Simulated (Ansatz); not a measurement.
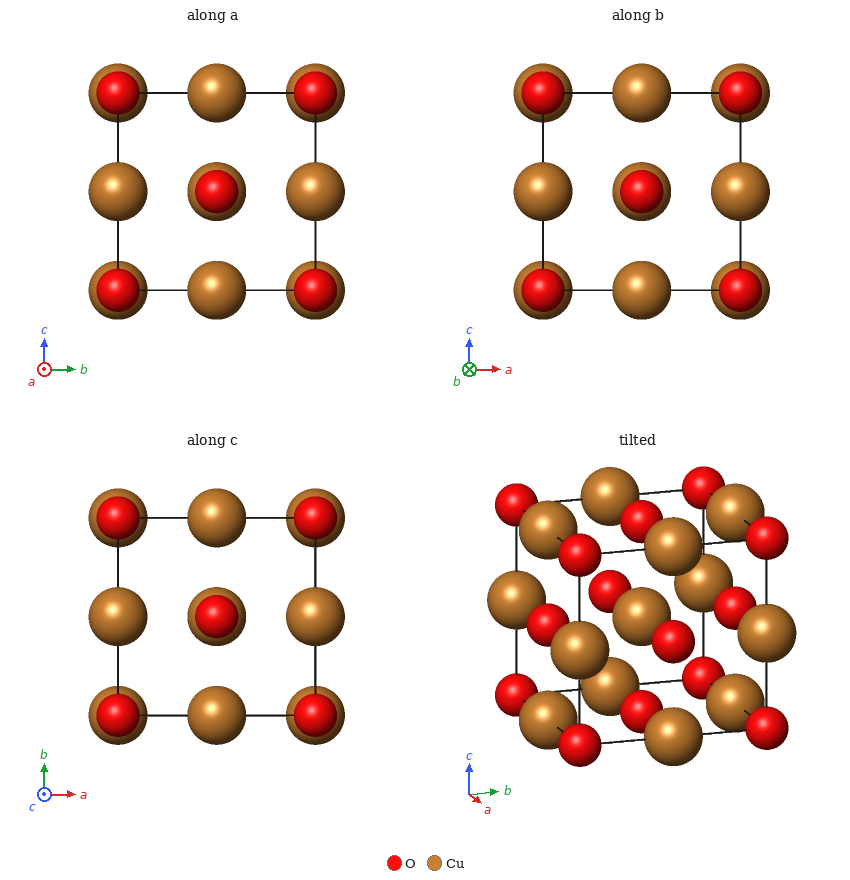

We look at a spheres-only model of the crystal along the a axis, along the b axis, along the c axis and slightly off an axis. Atoms at the boundary of the drawn cell (a repeat of the simulation cell) (the box) are drawn once for each face, edge or corner they touch.

Lattice parameters: a = 4.2451 Å, b = 4.2451 Å, c = 4.2422 Å, α = 90.000°, β = 90.000°, γ = 90.000°.

Set out the cell and atoms as a CIF in P1 with every atom of the cell.

```cif
data_structure
_symmetry_space_group_name_H-M 'P 1'
_symmetry_Int_Tables_number 1
_cell_length_a 4.2451
_cell_length_b 4.2451
_cell_length_c 4.2422
_cell_angle_alpha 90.000
_cell_angle_beta 90.000
_cell_angle_gamma 90.000
_cell_volume 76.45
loop_
_atom_site_label
_atom_site_type_symbol
_atom_site_fract_x
_atom_site_fract_y
_atom_site_fract_z
_atom_site_occupancy
O1 O 0.0000 0.0000 0.0000 1
Cu1 Cu 0.0000 0.5000 0.0000 1
Cu2 Cu 0.0000 0.0000 0.5000 1
Cu3 Cu 0.5000 0.0000 0.0000 1
O2 O 0.0000 0.5000 0.5000 1
O3 O 0.5000 0.5000 0.0000 1
O4 O 0.5000 0.0000 0.5000 1
Cu4 Cu 0.5000 0.5000 0.5000 1
```

Starting structure: a random cell made by a generator, so it need not be a real form of the compound. Earlier steps of the study, as a rule a relaxation of our own, may have changed the cell and positions, so they can lie some per cent off the listed ones. It was the input of a calculation with Ansatz.
